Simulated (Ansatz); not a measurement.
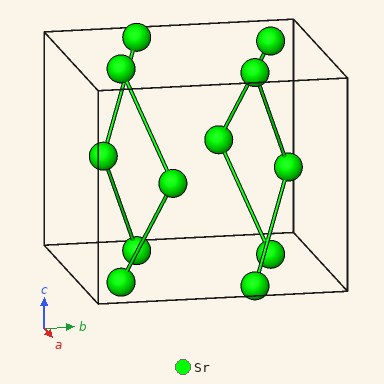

Figure: ball-and-stick view slightly off an axis. The lines enclose the conventional unit cell; boundary atoms appear with their images.

Summary of the structure:

The element is strontium. Space group I4/mcm (No. 140), lattice body-centred tetragonal. The cell holds eight atoms. By contacts within bonding range, the coordination numbers are Sr 3.

Provenance: a structure listed in the Materials Project. Earlier steps of the study may have refined or changed the cell and positions. A calculation with Ansatz used it as input.
